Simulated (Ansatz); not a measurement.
# WS₂: single-point calculation (part 2 of 3)

WS₂ (P-3m1, 3 atoms in the cell); DFT r2SCAN, scalar-relativistic, plane waves, PAW, spin-polarised (Ansatz 0.2.0); cutoff 500 eV, 6×6×4 k-mesh, Gaussian smearing of 0.05 eV, collinear spins. The structure was built on a prototype by a generator; it need not be a known phase. It belongs to a series of runs on one base structure; here: random orbitals: harmonics, high filling.

Geometry of the input (Å; fractional positions):
```
3.5782  0.0000  0.0000
-1.7891  3.0988  0.0000
0.0000  0.0000  5.7724
W  0.0000  0.0000  0.0000
S  0.3333  0.6667  0.2520
S  0.6667  0.3333  0.7480
```

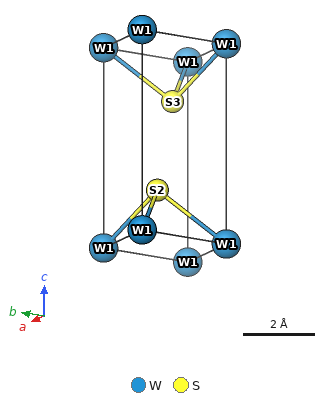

**Figure 1.** The structure (ball-and-stick view of the cell of the calculation, seen at an oblique angle; atoms are numbered from 1 in the order of the input).

### What the program printed, continued
```
SCF iter   1: F=—  HF=-12197.519840 eV  |F-HF|=—  |Δ(HF+E_count)|=         —  Δρ=7.06e-2 (↑7.06e-2 ↓4.99e-2)  dr2=1.46e1  dr2_τ=1.69e-1  dr2_m=6.27e-1  M=2.000 μB ∫|m|=2.010 μB  β_m=0.30  ethr=3.10e-3  ⟨swp⟩=5.9  Hψ=9485  notcnv=0
preconditioner: auto → Resta (q_TF=auto, 2.348 Å⁻¹)  ε∞=3.2  [insulator: Δε(μ)=3.660 eV  Ē_g=13.189 eV  σ=0.050 eV  W_gap=1.00  n_scr=22 (ndim 8)  ℏωp=19.7 eV  f_vac=0.003  D(μ)=0.00/eV (n_scr^D=0)  ε∞_Penn≈3.2]
spin=Collinear: Resta preconditioning applied to the charge; magnetization (m = ρ↑ − ρ↓) channel mixes plain (no charge-response kernel on spin).
SCF iter   2: F=—  HF=-12194.595395 eV  |F-HF|=—  |Δ(HF+E_count)|=    2.92e0  Δρ=4.67e-2 (↑4.67e-2 ↓3.44e-2)  dr2=5.21e0  dr2_τ=3.56e-2  dr2_m=3.15e-1  M=2.000 μB ∫|m|=2.011 μB  β_m=0.30  ethr=3.10e-3  ⟨swp⟩=3.3  Hψ=4254  notcnv=0  defer=65  κ⁻¹=1.0e0(r=1)
SCF iter   3: F=—  HF=-12193.504952 eV  |F-HF|=—  |Δ(HF+E_count)|=    1.09e0  Δρ=2.11e-2 (↑1.99e-2 ↓2.11e-2)  dr2=3.09e-1  dr2_τ=4.94e-2  dr2_m=1.54e-1  M=2.000 μB ∫|m|=2.059 μB  β_m=1.00  ethr=3.10e-3  ⟨swp⟩=5.2  Hψ=5792  notcnv=0  defer=70  κ⁻¹=3.2e-3(r=2)
SCF iter   4: F=—  HF=-12193.860616 eV  |F-HF|=—  |Δ(HF+E_count)|=   3.56e-1  Δρ=8.83e-3 (↑8.83e-3 ↓7.43e-3)  dr2=3.02e-1  dr2_τ=3.11e-3  dr2_m=3.59e-3  M=2.000 μB ∫|m|=2.066 μB  β_m=0.30  ethr=1.19e-3  ⟨swp⟩=3.9  Hψ=4282  notcnv=0  defer=75  κ⁻¹=5.4e-4(r=3)
SCF iter   5: F=—  HF=-12193.798752 eV  |F-HF|=—  |Δ(HF+E_count)|=   6.19e-2  Δρ=2.70e-3 (↑2.70e-3 ↓2.69e-3)  dr2=7.17e-3  dr2_τ=2.31e-3  dr2_m=1.87e-3  M=2.000 μB ∫|m|=2.094 μB  β_m=1.00  ethr=1.16e-3  ⟨swp⟩=3.8  Hψ=3592  notcnv=0  defer=76  κ⁻¹=8.7e-5(r=4)
SCF iter   6: F=—  HF=-12193.808205 eV  |F-HF|=—  |Δ(HF+E_count)|=   9.45e-3  Δρ=9.86e-4 (↑9.86e-4 ↓9.47e-4)  dr2=3.54e-3  dr2_τ=9.13e-5  dr2_m=6.29e-5  M=2.000 μB ∫|m|=2.101 μB  β_m=0.30  ethr=2.76e-5  ⟨swp⟩=3.0  Hψ=3689  notcnv=0  defer=74  κ⁻¹=7.2e-6(r=5)
SCF iter   7: F=—  HF=-12193.809188 eV  |F-HF|=—  |Δ(HF+E_count)|=   9.83e-4  Δρ=4.23e-4 (↑4.23e-4 ↓3.39e-4)  dr2=2.91e-4  dr2_τ=3.11e-5  dr2_m=3.73e-5  M=2.000 μB ∫|m|=2.106 μB  β_m=1.00  ethr=1.36e-5  ⟨swp⟩=2.1  Hψ=2687  notcnv=0  defer=74  κ⁻¹=6.0e-7(r=6)
SCF iter   8: F=—  HF=-12193.810076 eV  |F-HF|=—  |Δ(HF+E_count)|=   8.87e-4  Δρ=1.07e-4 (↑6.14e-5 ↓1.07e-4)  dr2=2.20e-5  dr2_τ=1.69e-6  dr2_m=2.33e-6  M=2.000 μB ∫|m|=2.109 μB  β_m=1.00  ethr=1.12e-6  ⟨swp⟩=2.1  Hψ=2686  notcnv=0  defer=74  κ⁻¹=2.6e-8(r=7)
SCF iter   9: F=—  HF=-12193.810521 eV  |F-HF|=—  |Δ(HF+E_count)|=   4.45e-4  Δρ=4.47e-5 (↑4.47e-5 ↓3.71e-5)  dr2=1.07e-6  dr2_τ=2.65e-7  dr2_m=6.17e-7  M=2.000 μB ∫|m|=2.111 μB  β_m=1.20  ethr=8.47e-8  ⟨swp⟩=2.0  Hψ=2912  notcnv=0  defer=74
Mixer restart at iter 9: flushing history
spin-set hold released at iteration 9 (site moments contracting): the magnetisation degrees of freedom join the quasi-Newton model from the next iteration; the mixer history was flushed
SCF iter  10: F=—  HF=-12193.810738 eV  |F-HF|=—  |Δ(HF+E_count)|=   2.18e-4  Δρ=2.52e-5 (↑2.52e-5 ↓2.29e-5)  dr2=7.05e-7  dr2_τ=2.83e-8  dr2_m=7.15e-8  M=2.000 μB ∫|m|=2.111 μB  β_m=1.20  ethr=4.13e-9  ⟨swp⟩=2.9  Hψ=3295  notcnv=0  defer=74  κ⁻¹=1.0e0(r=1)
SCF iter  11: F=—  HF=-12193.810885 eV  |F-HF|=—  |Δ(HF+E_count)|=   1.47e-4  Δρ=1.79e-5 (↑1.79e-5 ↓1.63e-5)  dr2=4.24e-7  dr2_τ=6.25e-9  dr2_m=1.25e-8  M=2.000 μB ∫|m|=2.112 μB  β_m=1.20  ethr=2.71e-9  ⟨swp⟩=2.8  Hψ=3315  notcnv=0  defer=74  κ⁻¹=8.8e-2(r=2)
SCF iter  12: F=—  HF=-12193.810954 eV  |F-HF|=—  |Δ(HF+E_count)|=   6.92e-5  Δρ=8.59e-6 (↑8.54e-6 ↓8.59e-6)  dr2=1.30e-7  dr2_τ=1.15e-9  dr2_m=6.51e-10  M=2.000 μB ∫|m|=2.112 μB  β_m=1.20  ethr=1.63e-9  ⟨swp⟩=3.6  Hψ=4023  notcnv=0  defer=74  κ⁻¹=2.9e-2(r=3)
SCF iter  13: F=—  HF=-12193.810951 eV  |F-HF|=—  |Δ(HF+E_count)|=   3.41e-6  Δρ=2.44e-6 (↑2.13e-6 ↓2.44e-6)  dr2=7.27e-9  dr2_τ=3.48e-10  dr2_m=6.02e-10  M=2.000 μB ∫|m|=2.112 μB  β_m=1.20  ethr=5.00e-10  ⟨swp⟩=2.6  Hψ=3130  notcnv=0  defer=74  κ⁻¹=8.3e-3(r=4)
Mixer restart at iter 13: flushing history
SCF iter  14: F=-12170.122570 eV  HF=-12216.007908 eV  |F-HF|=4.59e1  |Δ(HF+E_count)|=         —  Δρ=9.71e-2 (↑8.83e-2 ↓9.71e-2)  dr2=5.22e1  dr2_τ=5.85e-1  dr2_m=2.56e-1  M=1.093 μB ∫|m|=1.601 μB  β_m=0.66  ethr=2.80e-11  ⟨swp⟩=10.1  Hψ=13732  notcnv=0  defer=44
SCF iter  15: F=-12209.466726 eV  HF=-12209.593681 eV  |F-HF|=1.27e-1  |Δ(HF+E_count)|=    6.41e0  Δρ=3.13e-2 (↑3.13e-2 ↓1.11e-2)  dr2=7.38e-1  dr2_τ=5.80e-1  dr2_m=1.19e-1  M=1.222 μB ∫|m|=1.401 μB  β_m=1.20  ethr=2.80e-11  ⟨swp⟩=9.2  Hψ=12021  notcnv=0  defer=62  κ⁻¹=1.0e0(r=1)
SCF iter  16: F=-12209.838457 eV  HF=-12209.876448 eV  |F-HF|=3.80e-2  |Δ(HF+E_count)|=   2.83e-1  Δρ=1.51e-2 (↑1.51e-2 ↓1.21e-2)  dr2=2.52e-1  dr2_τ=4.17e-3  dr2_m=5.25e-3  M=1.178 μB ∫|m|=1.286 μB  β_m=1.20  ethr=2.80e-11  ⟨swp⟩=7.9  Hψ=10651  notcnv=0  defer=50  κ⁻¹=7.1e-3(r=2)
SCF iter  17: F=-12209.864567 eV  HF=-12209.871768 eV  |F-HF|=7.20e-3  |Δ(HF+E_count)|=   4.68e-3  Δρ=8.74e-3 (↑8.74e-3 ↓8.56e-3)  dr2=1.10e-1  dr2_τ=9.21e-4  dr2_m=1.72e-4  M=1.177 μB ∫|m|=1.248 μB  β_m=1.20  ethr=2.80e-11  ⟨swp⟩=7.3  Hψ=9106  notcnv=0  defer=49  κ⁻¹=5.4e-4(r=3)
SCF iter  18: F=-12209.882063 eV  HF=-12209.877284 eV  |F-HF|=4.78e-3  |Δ(HF+E_count)|=   5.52e-3  Δρ=2.52e-3 (↑2.29e-3 ↓2.52e-3)  dr2=5.23e-3  dr2_τ=2.52e-4  dr2_m=1.33e-3  M=1.136 μB ∫|m|=1.186 μB  β_m=1.20  ethr=2.80e-11  ⟨swp⟩=7.2  Hψ=8991  notcnv=0  defer=48  κ⁻¹=4.3e-5(r=4)
SCF iter  19: F=-12209.887928 eV  HF=-12209.885465 eV  |F-HF|=2.46e-3  |Δ(HF+E_count)|=   8.18e-3  Δρ=3.37e-3 (↑3.37e-3 ↓1.96e-3)  dr2=5.71e-3  dr2_τ=3.14e-4  dr2_m=1.98e-3  M=1.042 μB ∫|m|=1.099 μB  β_m=1.20  ethr=2.80e-11  ⟨swp⟩=6.9  Hψ=8090  notcnv=0  defer=48  κ⁻¹=1.4e-5(r=5)
SCF iter  20: F=-12209.886524 eV  HF=-12209.884577 eV  |F-HF|=1.95e-3  |Δ(HF+E_count)|=   8.88e-4  Δρ=3.04e-3 (↑3.04e-3 ↓1.81e-3)  dr2=5.02e-3  dr2_τ=2.34e-4  dr2_m=1.45e-3  M=1.074 μB ∫|m|=1.129 μB  β_m=1.20  ethr=2.80e-11  ⟨swp⟩=5.4  Hψ=6215  notcnv=0  defer=48  κ⁻¹=4.4e-7(r=6)
SCF iter  21: F=-12209.882407 eV  HF=-12209.880816 eV  |F-HF|=1.59e-3  |Δ(HF+E_count)|=   3.76e-3  Δρ=2.58e-3 (↑2.58e-3 ↓1.73e-3)  dr2=2.93e-3  dr2_τ=2.44e-4  dr2_m=1.72e-3  M=1.182 μB ∫|m|=1.246 μB  β_m=1.20  ethr=2.80e-11  ⟨swp⟩=6.7  Hψ=7561  notcnv=0  defer=48  κ⁻¹=4.4e-7(r=7)
SCF iter  22: F=-12209.876348 eV  HF=-12209.872142 eV  |F-HF|=4.21e-3  |Δ(HF+E_count)|=   8.67e-3  Δρ=4.26e-3 (↑4.26e-3 ↓2.85e-3)  dr2=5.48e-3  dr2_τ=9.46e-4  dr2_m=6.27e-3  M=1.228 μB ∫|m|=1.316 μB  β_m=1.20  ethr=2.80e-11  ⟨swp⟩=6.9  Hψ=8344  notcnv=0  defer=48  κ⁻¹=2.0e-7(r=8)
SCF iter  23: F=-12209.877296 eV  HF=-12209.873721 eV  |F-HF|=3.58e-3  |Δ(HF+E_count)|=   1.58e-3  Δρ=3.96e-3 (↑3.96e-3 ↓2.66e-3)  dr2=4.88e-3  dr2_τ=8.16e-4  dr2_m=5.37e-3  M=1.225 μB ∫|m|=1.310 μB  β_m=1.20  ethr=2.80e-11  ⟨swp⟩=5.3  Hψ=6209  notcnv=0  defer=48  κ⁻¹=4.4e-6(r=8)
SCF iter  24: F=-12209.886808 eV  HF=-12209.885567 eV  |F-HF|=1.24e-3  |Δ(HF+E_count)|=   1.18e-2  Δρ=2.05e-3 (↑2.05e-3 ↓1.34e-3)  dr2=1.43e-3  dr2_τ=1.85e-4  dr2_m=1.23e-3  M=1.114 μB ∫|m|=1.169 μB  β_m=1.20  ethr=2.80e-11  ⟨swp⟩=7.0  Hψ=8659  notcnv=0  defer=48  κ⁻¹=3.0e-5(r=8)
SCF iter  25: F=-12209.892645 eV  HF=-12209.889165 eV  |F-HF|=3.48e-3  |Δ(HF+E_count)|=   3.60e-3  Δρ=3.21e-3 (↑3.21e-3 ↓2.16e-3)  dr2=2.47e-3  dr2_τ=5.13e-4  dr2_m=3.71e-3  M=1.015 μB ∫|m|=1.069 μB  β_m=1.20  ethr=2.80e-11  ⟨swp⟩=6.1  Hψ=7263  notcnv=0  defer=48  κ⁻¹=4.0e-5(r=8)
SCF iter  26: F=-12209.907038 eV  HF=-12209.901078 eV  |F-HF|=5.96e-3  |Δ(HF+E_count)|=   1.19e-2  Δρ=4.80e-3 (↑4.80e-3 ↓3.02e-3)  dr2=5.97e-3  dr2_τ=1.13e-3  dr2_m=7.64e-3  M=0.842 μB ∫|m|=0.892 μB  β_m=1.20  ethr=2.80e-11  ⟨swp⟩=6.8  Hψ=8030  notcnv=0  defer=48  κ⁻¹=3.1e-4(r=8)
SCF iter  27: F=-12209.913558 eV  HF=-12209.905934 eV  |F-HF|=7.62e-3  |Δ(HF+E_count)|=   4.86e-3  Δρ=5.37e-3 (↑5.37e-3 ↓3.42e-3)  dr2=7.25e-3  dr2_τ=1.43e-3  dr2_m=9.65e-3  M=0.779 μB ∫|m|=0.827 μB  β_m=1.20  ethr=2.80e-11  ⟨swp⟩=6.1  Hψ=6865  notcnv=0  defer=49  κ⁻¹=4.9e-4(r=8)
SCF iter  28: F=-12209.913332 eV  HF=-12209.905841 eV  |F-HF|=7.49e-3  |Δ(HF+E_count)|=   9.24e-5  Δρ=5.38e-3 (↑5.38e-3 ↓3.41e-3)  dr2=7.43e-3  dr2_τ=1.43e-3  dr2_m=9.59e-3  M=0.780 μB ∫|m|=0.829 μB  β_m=1.20  ethr=2.80e-11  ⟨swp⟩=4.0  Hψ=4797  notcnv=0  defer=49  κ⁻¹=4.1e-5(r=8)
SCF iter  29: F=-12209.909471 eV  HF=-12209.902917 eV  |F-HF|=6.55e-3  |Δ(HF+E_count)|=   2.92e-3  Δρ=4.97e-3 (↑4.97e-3 ↓3.15e-3)  dr2=6.27e-3  dr2_τ=1.22e-3  dr2_m=8.19e-3  M=0.818 μB ∫|m|=0.869 μB  β_m=1.20  ethr=2.80e-11  ⟨swp⟩=5.5  Hψ=6330  notcnv=0  defer=49  κ⁻¹=4.4e-5(r=8)
SCF iter  30: F=-12209.918666 eV  HF=-12209.909363 eV  |F-HF|=9.30e-3  |Δ(HF+E_count)|=   6.45e-3  Δρ=5.93e-3 (↑5.93e-3 ↓3.77e-3)  dr2=8.78e-3  dr2_τ=1.73e-3  dr2_m=1.17e-2  M=0.732 μB ∫|m|=0.780 μB  β_m=1.20  ethr=2.80e-11  ⟨swp⟩=6.2  Hψ=6949  notcnv=0  defer=49  κ⁻¹=5.9e-5(r=8)
SCF iter  31: F=-12209.918815 eV  HF=-12209.909422 eV  |F-HF|=9.39e-3  |Δ(HF+E_count)|=   5.84e-5  Δρ=5.80e-3 (↑5.80e-3 ↓3.76e-3)  dr2=8.03e-3  dr2_τ=1.69e-3  dr2_m=1.15e-2  M=0.733 μB ∫|m|=0.781 μB  β_m=1.20  ethr=2.80e-11  ⟨swp⟩=5.3  Hψ=6156  notcnv=0  defer=50  κ⁻¹=3.8e-5(r=8)
SCF iter  32: F=-12209.908463 eV  HF=-12209.900286 eV  |F-HF|=8.18e-3  |Δ(HF+E_count)|=   9.14e-3  Δρ=4.61e-3 (↑4.61e-3 ↓3.49e-3)  dr2=4.12e-3  dr2_τ=1.20e-3  dr2_m=8.46e-3  M=0.829 μB ∫|m|=0.880 μB  β_m=1.20  ethr=2.80e-11  ⟨swp⟩=6.6  Hψ=7522  notcnv=0  defer=50  κ⁻¹=2.5e-5(r=8)
SCF iter  33: F=-12209.883004 eV  HF=-12209.881726 eV  |F-HF|=1.28e-3  |Δ(HF+E_count)|=   1.86e-2  Δρ=2.78e-3 (↑2.56e-3 ↓2.78e-3)  dr2=5.30e-3  dr2_τ=3.55e-4  dr2_m=2.07e-3  M=1.171 μB ∫|m|=1.236 μB  β_m=1.20  ethr=2.80e-11  ⟨swp⟩=7.1  Hψ=8971  notcnv=0  defer=51  κ⁻¹=7.1e-6(r=8)
SCF iter  34: F=-12209.881146 eV  HF=-12209.878717 eV  |F-HF|=2.43e-3  |Δ(HF+E_count)|=   3.01e-3  Δρ=2.69e-3 (↑2.69e-3 ↓2.50e-3)  dr2=3.13e-3  dr2_τ=4.04e-4  dr2_m=2.63e-3  M=1.208 μB ∫|m|=1.281 μB  β_m=1.20  ethr=2.80e-11  ⟨swp⟩=6.2  Hψ=7569  notcnv=0  defer=52  κ⁻¹=7.3e-6(r=8)
SCF iter  35: F=-12209.872656 eV  HF=-12209.865052 eV  |F-HF|=7.60e-3  |Δ(HF+E_count)|=   1.37e-2  Δρ=5.11e-3 (↑5.11e-3 ↓3.33e-3)  dr2=5.12e-3  dr2_τ=1.30e-3  dr2_m=9.32e-3  M=1.268 μB ∫|m|=1.364 μB  β_m=1.20  ethr=2.80e-11  ⟨swp⟩=7.0  Hψ=8690  notcnv=0  defer=52  κ⁻¹=8.7e-6(r=8)
SCF iter  36: F=-12209.876926 eV  HF=-12209.870497 eV  |F-HF|=6.43e-3  |Δ(HF+E_count)|=   5.44e-3  Δρ=4.42e-3 (↑4.42e-3 ↓3.09e-3)  dr2=3.62e-3  dr2_τ=1.03e-3  dr2_m=7.31e-3  M=1.236 μB ∫|m|=1.327 μB  β_m=1.20  ethr=2.80e-11  ⟨swp⟩=6.1  Hψ=6894  notcnv=0  defer=52  κ⁻¹=3.8e-5(r=8)
SCF iter  37: F=-12209.878641 eV  HF=-12209.873682 eV  |F-HF|=4.96e-3  |Δ(HF+E_count)|=   3.19e-3  Δρ=3.86e-3 (↑3.86e-3 ↓2.77e-3)  dr2=2.94e-3  dr2_τ=7.96e-4  dr2_m=5.60e-3  M=1.226 μB ∫|m|=1.312 μB  β_m=1.20  ethr=2.80e-11  ⟨swp⟩=5.8  Hψ=6389  notcnv=0  defer=52  κ⁻¹=2.4e-5(r=8)
SCF iter  38: F=-12209.879216 eV  HF=-12209.874882 eV  |F-HF|=4.33e-3  |Δ(HF+E_count)|=   1.20e-3  Δρ=3.64e-3 (↑3.64e-3 ↓2.54e-3)  dr2=2.59e-3  dr2_τ=7.00e-4  dr2_m=4.85e-3  M=1.225 μB ∫|m|=1.310 μB  β_m=1.20  ethr=2.80e-11  ⟨swp⟩=5.4  Hψ=6197  notcnv=0  defer=52  κ⁻¹=3.6e-5(r=8)
SCF iter  39: F=-12209.876357 eV  HF=-12209.870775 eV  |F-HF|=5.58e-3  |Δ(HF+E_count)|=   4.11e-3  Δρ=4.50e-3 (↑4.50e-3 ↓2.97e-3)  dr2=4.57e-3  dr2_τ=1.01e-3  dr2_m=7.04e-3  M=1.242 μB ∫|m|=1.333 μB  β_m=1.20  ethr=2.80e-11  ⟨swp⟩=6.1  Hψ=6955  notcnv=0  defer=52  κ⁻¹=3.6e-5(r=8)
SCF iter  40: F=-12209.881123 eV  HF=-12209.878252 eV  |F-HF|=2.87e-3  |Δ(HF+E_count)|=   7.48e-3  Δρ=2.63e-3 (↑2.63e-3 ↓2.13e-3)  dr2=1.42e-3  dr2_τ=4.20e-4  dr2_m=2.89e-3  M=1.215 μB ∫|m|=1.289 μB  β_m=1.20  ethr=2.80e-11  ⟨swp⟩=6.7  Hψ=7776  notcnv=0  defer=52  κ⁻¹=1.5e-5(r=8)
SCF iter  41: F=-12209.885064 eV  HF=-12209.883440 eV  |F-HF|=1.62e-3  |Δ(HF+E_count)|=   5.19e-3  Δρ=1.79e-3 (↑1.79e-3 ↓1.51e-3)  dr2=5.73e-4  dr2_τ=2.02e-4  dr2_m=1.41e-3  M=1.164 μB ∫|m|=1.224 μB  β_m=1.20  ethr=2.80e-11  ⟨swp⟩=6.5  Hψ=7467  notcnv=0  defer=51  κ⁻¹=1.8e-5(r=8)
SCF iter  42: F=-12209.904019 eV  HF=-12209.898690 eV  |F-HF|=5.33e-3  |Δ(HF+E_count)|=   1.53e-2  Δρ=4.81e-3 (↑4.81e-3 ↓2.87e-3)  dr2=6.63e-3  dr2_τ=1.06e-3  dr2_m=7.42e-3  M=0.857 μB ∫|m|=0.909 μB  β_m=1.20  ethr=2.80e-11  ⟨swp⟩=7.0  Hψ=8742  notcnv=0  defer=53  κ⁻¹=7.5e-5(r=8)
SCF iter  43: F=-12209.955924 eV  HF=-12209.944598 eV  |F-HF|=1.13e-2  |Δ(HF+E_count)|=   4.59e-2  Δρ=4.69e-3 (↑4.69e-3 ↓4.20e-3)  dr2=3.88e-3  dr2_τ=1.38e-3  dr2_m=9.75e-3  M=0.485 μB ∫|m|=0.519 μB  β_m=1.20  ethr=2.80e-11  ⟨swp⟩=7.4  Hψ=9257  notcnv=0  defer=54  κ⁻¹=1.2e-4(r=8)
SCF iter  44: F=-12209.959340 eV  HF=-12209.951125 eV  |F-HF|=8.22e-3  |Δ(HF+E_count)|=   6.53e-3  Δρ=3.86e-3 (↑3.86e-3 ↓3.77e-3)  dr2=3.32e-3  dr2_τ=9.97e-4  dr2_m=6.97e-3  M=0.463 μB ∫|m|=0.492 μB  ethr=2.80e-11  ⟨swp⟩=6.5  Hψ=12447  notcnv=0
Mixer restart at iter 44: flushing history
iteration 44: the SCF's residuals had fallen too slowly under its mixing. It goes on by minimising its free energy, and can end on another state than longer mixing would; under `scf.algorithm: density_mixing` no SCF does so, but by `scf.convergence.dm_fallback`
SCF iter  45: F=-12209.988792 eV  HF=-12209.988324 eV  |F-HF|=4.68e-4  |Δ(HF+E_count)|=   3.72e-2  Δρ=9.54e-4 (↑9.54e-4 ↓8.84e-4)  dr2=4.86e-4  dr2_τ=5.58e-5  dr2_m=4.18e-4  M=0.061 μB ∫|m|=0.124 μB  ethr=2.80e-11  ⟨swp⟩=5.3  Hψ=18663  notcnv=0
SCF iter  46: F=-12209.989402 eV  HF=-12209.989465 eV  |F-HF|=6.35e-5  |Δ(HF+E_count)|=   1.14e-3  Δρ=1.51e-4 (↑1.34e-4 ↓1.51e-4)  dr2=8.94e-5  dr2_τ=1.03e-6  dr2_m=3.57e-6  M=0.057 μB ∫|m|=0.116 μB  ethr=2.80e-11  ⟨swp⟩=4.6  Hψ=11246  notcnv=0
SCF iter  47: F=-12209.989454 eV  HF=-12209.989454 eV  |F-HF|=9.51e-7  |Δ(HF+E_count)|=   1.19e-5  Δρ=3.60e-5 (↑3.60e-5 ↓3.12e-5)  dr2=5.12e-7  dr2_τ=2.59e-8  dr2_m=5.92e-7  M=0.057 μB ∫|m|=0.117 μB  ethr=2.80e-11  ⟨swp⟩=3.6  Hψ=8908  notcnv=0
```
